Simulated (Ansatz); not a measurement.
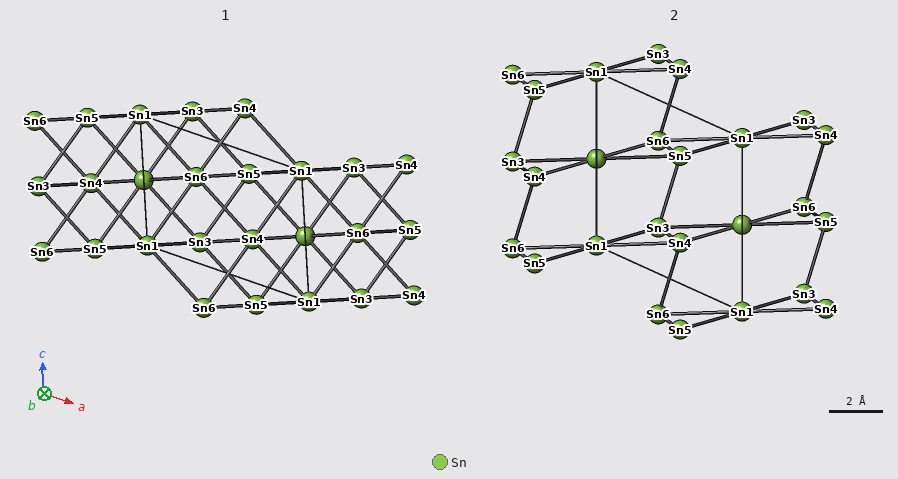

Two geometries of crystalline Sn (built on the Hg_14 type) (coarse preliminary run), drawn at one scale. One is the start of a relaxation, the other its converged end. Style: ball-and-stick. Shown: the cell of the calculation, along the b axis.

Computed with DFT PBE, scalar-relativistic, plane waves, PAW (Ansatz 0.2.0). (plane-wave cutoff 420 eV; k-point mesh 4 × 4 × 4; occupations gaussian; smearing width 0.1 eV; no spin polarisation; cell and atoms relaxed; force threshold 0.04 eV/Å; at most 70 steps)

Question: Which one is relaxed?

Answer: Structure 1 is the relaxed one. Case: Hg type (P2_1/c, No. 14). The energy falls by 2.435 eV per cell of the calculation in 18 accepted moves (25 points after the start). Largest force component: 0.086 eV/Å at the start, 0.0025 eV/Å at the end. Pressure: −5.36 GPa at the start and −0.04 GPa at the end. The line search rejected the trial steps at points 9, 13, 15, 20, 21, 23 of the run. The SCF was repeated once at an unchanged geometry on a basis and grid sized afresh for the cell, which shifted the energy by 3.0 meV per cell of the calculation at most. The largest moves relative to the cell, 0.98 Å, are those of Sn atoms. The volume changes by −32.8 %, with a 6.126 → 6.548 Å (+6.9 %), b 6.659 → 5.463 Å (−18.0 %), c 6.652 → 5.023 Å (−24.5 %), β 114.4° → 112.4°. Among the contacts that change: Sn–Sn 4.754 → 3.224 Å, Sn–Sn 4.408 → 3.220 Å, Sn–Sn 3.342 → 4.035 Å, Sn–Sn 3.668 → 3.217 Å. Bond angles that change, for instance: Sn–Sn–Sn 135.1° → 111.9°. The space group (tolerance 0.01 Å) goes from P2_1/c (No. 14) to Fmmm (No. 69). The run took of the order of 9 core-minutes on a shared host.
